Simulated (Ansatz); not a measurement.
# Run report: Rh, single-point calculation

Rh (P6₃/mmc, 2 atoms in the cell), computed with DFT r2SCAN, scalar-relativistic, plane waves, PAW, no spin polarisation (Ansatz 0.2.0).

The structure derives from a Materials Project entry.

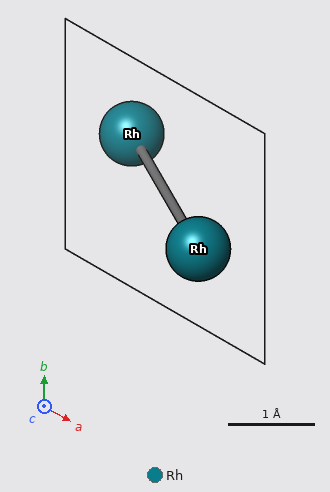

Figure 1. The structure as given in the input (ball-and-stick view of the cell of the calculation, along the c axis). An atom can appear more than once, as a periodic image.

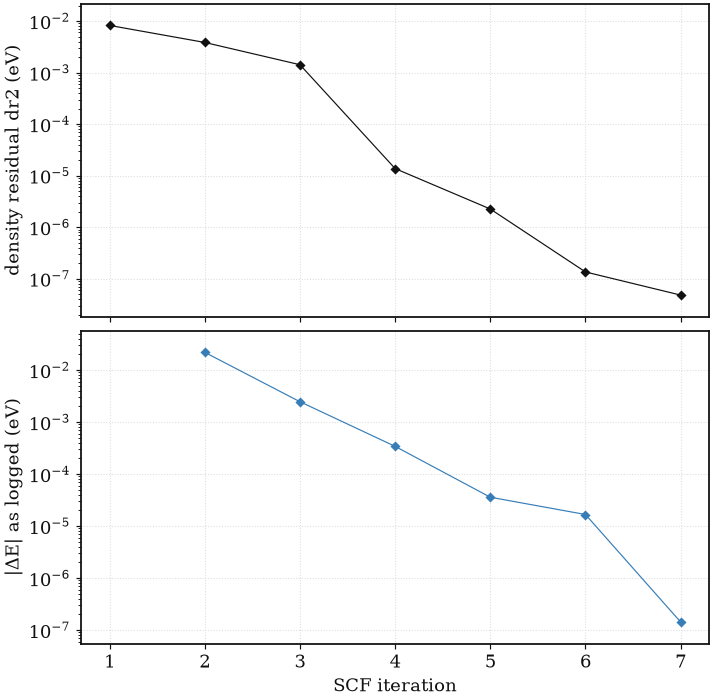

Figure 2. Convergence of the self-consistent field: density residual dr2 and size of the energy change against the SCF iteration. The residual falls at every step.

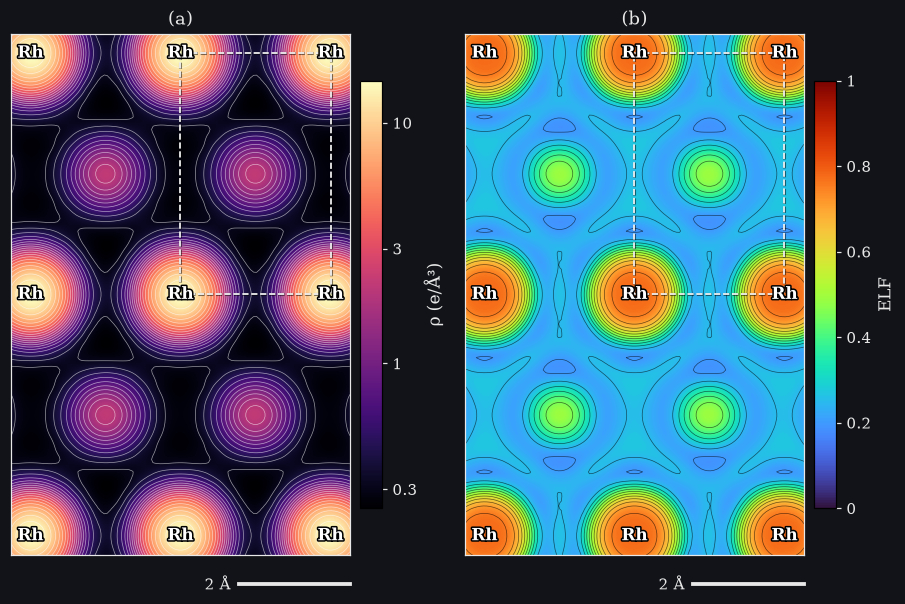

Figure 3. (a) valence pseudo-density; (b) electron localisation function on the (100) plane of the conventional cell. Rh–Rh (2.70 Å): the density is about 0.36 e/Å³ at the midpoint; the ELF is about 0.25 at the midpoint (no shared electron pair). Away from the nuclei the density in this plane falls to 0.25 e/Å³ at its lowest. The strong features right at Rh lie inside the PAW spheres (semicore, d or f shells) and say nothing about bonding. The fields are those of the smooth PAW valence density.

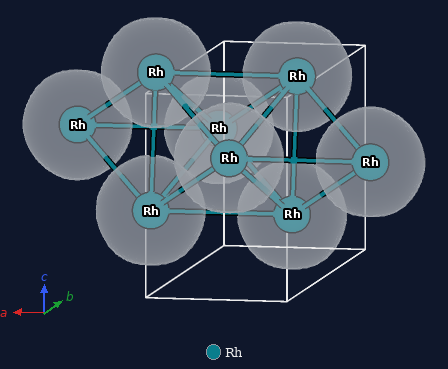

Figure 4. Isosurface of the valence electron density at 0.6 e/Å³ (grey), seen at an oblique angle. Sticks mark near contacts. The outline is the cell set on symmetry axes. At this value the density breaks into separate islands; it holds about 80 % of the electrons treated as valence (semicore included). It is pinched off along the Rh–Rh (2.68 Å) contacts. On the grid the lowest density along these lines, outside the cores, is 0.38 e/Å³ (Rh–Rh, 2.68 Å).

The input and output of the run follow.

The input
```yaml
crystal:
  lattice:
    - [2.7036431827, 0.0, 0.0]
    - [-1.3518215913, 2.341423679, 0.0]
    - [0.0, 0.0, 4.3486172211]
  atoms:
    - { symbol: Rh, position: [0.6666666667, 0.3333333333, 0.75] }
    - { symbol: Rh, position: [0.3333333333, 0.6666666667, 0.25] }
basis:
  ecutwfc: 500
kpoints:
  mp_grid: { grid: [30, 30, 16] }
hamiltonian:
  xc: r2scan
scf:
  occupations: { method: gaussian, width: 0.15 }
output:
  forces: true
  stress: true
  eigenvalues: true
  write_density: true
  write_potential: true
  elf: true
  volumetric_format: npy
```

Run as:
```bash
ansatz run input.yaml --threads 1 --pin off --max-ram 2560MiB --backend cpu --events-out ev --progress --plain --runs-dir out
```

What the program printed
```
Engine: ansatz 0.2.0, x86_64-unknown-linux-gnu
Pseudopotentials: kind: paw
Pseudopotential: Rh, paw, valence charge 17, recommended cutoff 500 eV (meta_gga), Rh.paw.azcp
Functional definition: r2SCAN
  parameter k0 = 0.174
  parameter k1 = 0.065
  parameter a1 = 4.9479
  exchange = r2scan_x(k0 = k0, k1 = k1, a1 = a1)
  correlation = r2scan_c
Crystal: 2 atoms, lattice volume = 27.528 Å³
Basis set: ecut = 500 eV, 699 PW (Γ), exchange–correlation on 80×80×128 points (64 copies of the dense FFT grid, shifted against one another)
Bands: 21, of which v1, the nominal top of the filled ones, is band 17 counted from 1 (16 counted from 0)
Symmetry: 24 space group operations
Space group: P63/mmc (ITA 194), of the structure as read, at distance tolerance 3.0e-5 Å
k-points: 819 of 14400
Non-local potential: Rh, projectors of the file, l = 0: 3, l = 1: 2, l = 2: 2, l = 3: 1
PAW form: soft (Blöchl's): semilocal exchange-correlation on the pseudo side does not see the compensation charge
PAW frozen core: Rh, regenerated for the run's functional (the file was generated under x = pbe(κ = 0.804, μ = 0.2195149727645171), c = pbe(β = 0.06672455060314922))
PAW one-centre angular grid: Rh, 590 points (default); XC on 160 Gauss nodes
Initial density: superposition of atomic densities (neutral atoms: chi_scale 0, normalization atom), corrected by the library's trained network
Initial wavefunctions: pseudopotential atomic-orbital guess
Functional: x = r2scan, c = r2scan; τ floored in thin density (d = 2e-4 eV/Å³)
SCF iter   1: F=—  HF=-12830.447217 eV  |F-HF|=—  |Δ(HF+E_count)|=         —  Δρ=1.14e-2  dr2=8.22e-3  dr2_τ=1.31e-2  ethr=1.77e-3  ⟨swp⟩=5.0  Hψ=68981  notcnv=0
preconditioner: auto → none  [metal: Δε(μ)=0.001 eV  Ē_g=7.924 eV  σ=0.150 eV  W_gap=0.00  n_scr=8 (ndim 8)  ℏωp=30.0 eV  f_vac=0.000  D(μ)=3.17/eV (n_scr^D=36)  sad-step TF]
SCF iter   2: F=—  HF=-12830.469110 eV  |F-HF|=—  |Δ(HF+E_count)|=   2.19e-2  Δρ=6.81e-3  dr2=3.84e-3  dr2_τ=4.71e-4  ethr=2.42e-5  ⟨swp⟩=2.0  Hψ=30990  notcnv=0
SCF iter   3: F=—  HF=-12830.471575 eV  |F-HF|=—  |Δ(HF+E_count)|=   2.46e-3  Δρ=2.40e-3  dr2=1.42e-3  dr2_τ=1.61e-4  ethr=1.13e-5  ⟨swp⟩=2.1  Hψ=25505  notcnv=0
SCF iter   4: F=—  HF=-12830.471233 eV  |F-HF|=—  |Δ(HF+E_count)|=   3.41e-4  Δρ=3.95e-4  dr2=1.37e-5  dr2_τ=1.28e-5  ethr=4.17e-6  ⟨swp⟩=2.6  Hψ=29390  notcnv=0
SCF iter   5: F=—  HF=-12830.471269 eV  |F-HF|=—  |Δ(HF+E_count)|=   3.59e-5  Δρ=1.66e-4  dr2=2.25e-6  dr2_τ=6.49e-7  ethr=4.03e-8  ⟨swp⟩=2.0  Hψ=27367  notcnv=0
SCF iter   6: F=—  HF=-12830.471286 eV  |F-HF|=—  |Δ(HF+E_count)|=   1.67e-5  Δρ=2.84e-5  dr2=1.35e-7  dr2_τ=3.04e-8  ethr=6.63e-9  ⟨swp⟩=2.0  Hψ=29812  notcnv=0
SCF iter   7: F=-12830.471286 eV  HF=-12830.471286 eV  |F-HF|=5.48e-8  |Δ(HF+E_count)|=   1.43e-7  Δρ=1.43e-5  dr2=4.80e-8  dr2_τ=2.11e-9  ethr=2.94e-10  ⟨swp⟩=9.0  Hψ=116909  notcnv=0
SCF 1 converged in 7 iterations: F = -12830.471286 eV  dr2 = 4.80e-8
  greatest PAW one-centre occupation: 1.000 electrons in one spin orbital (limit 2), on the Rh atom at site 1 (counted from 0), in its partial waves of l = 0
SCF converged after 7 iterations
Free energy (F): -12830.471286 eV
Harris-Foulkes:  -12830.471286 eV  (|F-HF|=5.48e-8)
Internal energy: -12830.435882 eV  (E = F + TS)
E sigma→0 (E₀):  -12830.453584 eV
Entropy (-TS):   -0.035404 eV (-17.702 meV/atom)
Fermi energy:    22.281159 eV
--- Per-component energies (eV) ---
  E_band       = -205.206595
  E_kinetic    = 1146.496247
  E_local      = -3132.726189  (includes V_loc(G=0)·N_el)
  E_nonlocal   = 710.942591
  E_hartree    = 1102.671019
  E_xc         = -433.570344
  E_vxc        = -628.217797  (∫ρ·V_xc dr)
  E_paw        = -7208.500845  (= ΣΔE_a)
  E_vpaw       = -549.569232  (= ΣTr[D̂ρ^β])
  E_aug_tail   = 0.001306  (compensation charges beyond the density's cutoff)
  E_vtau       = 42.515485  (kinetic-family band-sum trace: ∫τ·v_τ [+ j·A + Jᵃ·Aᵃ] dr)
  E_ewald      = -5015.009749
  E_core_change = -0.739919  (= ΣΔE_core)
  E_smearing   = -0.035404  (= −TS)
  E_closure    = 0.000000  (closes the sum)
  Σ components = -12830.471286   (vs F -12830.471286, Δ=0.00e0)
--- Forces (eV/Å), atoms counted from 1 ---
  atom   1  Rh    -0.00000000     0.00000000     0.00000000
  atom   2  Rh     0.00000000    -0.00000000    -0.00000000
  max |Σ_I F_I| component: 6.94e-18 eV/Å
--- Stress (GPa, compression-positive) ---
       -0.106365      -0.000000       0.000000
       -0.000000      -0.106365      -0.000000
        0.000000      -0.000000       0.515013
  P = ⅓ Tr σ = 0.1008 GPa (1.008 kbar)
--- Band table (eV; the first three rows and the last of 819) ---
  k-point 0: bands = ["-58.9423", "-58.8115", "-26.3913", "-25.6961", "-25.6961", "-25.5881", "-25.5795", "-25.5795", "14.0288", "15.8615", "19.1045", "19.1311", "19.1311", "19.6769", "19.6769", "20.2417", "20.2417", "22.4103", "22.4103", "23.2254", "31.4419"]
  k-point 1: bands = ["-58.9411", "-58.8128", "-26.3839", "-25.6950", "-25.6950", "-25.5961", "-25.5806", "-25.5806", "14.0712", "15.8740", "19.0872", "19.1084", "19.1084", "19.6565", "19.6565", "20.2927", "20.2927", "22.4092", "22.4092", "23.0562", "31.6607"]
  k-point 2: bands = ["-58.9374", "-58.8165", "-26.3618", "-25.6917", "-25.6917", "-25.6198", "-25.5840", "-25.5840", "14.1968", "15.9100", "19.0377", "19.0538", "19.0538", "19.5981", "19.5981", "20.4309", "20.4309", "22.4027", "22.4027", "22.6001", "32.2649"]
  k-point 818: bands = ["-58.7911", "-58.7911", "-26.2099", "-26.2099", "-26.0296", "-26.0296", "-25.7257", "-25.7257", "17.2472", "17.2472", "17.8477", "17.8477", "19.0327", "19.0327", "20.3525", "20.3525", "22.4805", "22.4805", "30.1620", "30.1620", "32.3206"]
```

Summary

| quantity | value |
| --- | --- |
| outcome | converged |
| space group (tolerance 0.01 Å) | P6₃/mmc (194) |
| electrons treated | 34 |
| free energy | −12830.4713 eV |
| Fermi energy | 22.281 eV |
| gap on the k-point mesh | none (metallic) |
| pressure | 0.10 GPa |
| largest force (length of the vector) | under 0.001 eV/Å |
| hardware | 1 thread of Intel Xeon @ 2.50GHz (Skylake/Cascade Lake), 192 GiB of memory available, shared host |
| wall time | 80 s |
| peak memory | 0.78 GiB |
